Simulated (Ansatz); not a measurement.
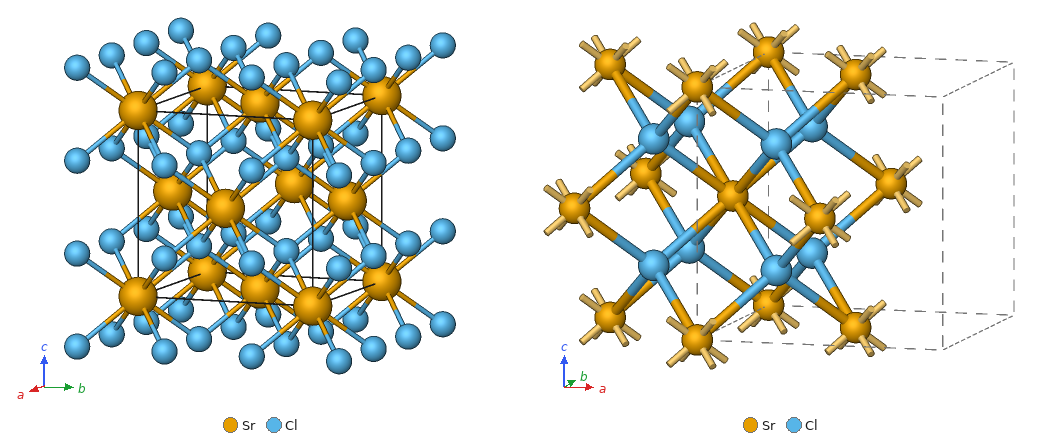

Left: the structure. Right: its underlying net. Nodes are coloured by element. Edges to nodes outside the piece are drawn as stubs.

System SrCl2 (space group Fm-3m, No. 225); source of the atomic positions: a calculation's input that goes back to an entry of the Crystallography Open Database (an earlier step may have relaxed or displaced it).

Bonds are taken as Cl–Sr below 3.4 Å; no other contact counts. Simplification: prune 0- and 1-connected atoms, fold 2-connected ones into links.

The result is a binodal (4,8)-connected, three-periodic net: Cl is a 4-connected node; Sr is an 8-connected node, in the ratio 2:1. It is the flu net, known from fluorite. It is a single net, without interpenetration.

| node | links | point symbol | coordination sequence |
| --- | --- | --- | --- |
| Cl | 4 | 4^6 | 4 22 24 82 64 182 124 322 |
| Sr | 8 | 4^12.6^12.8^4 | 8 12 48 42 128 92 248 162 |
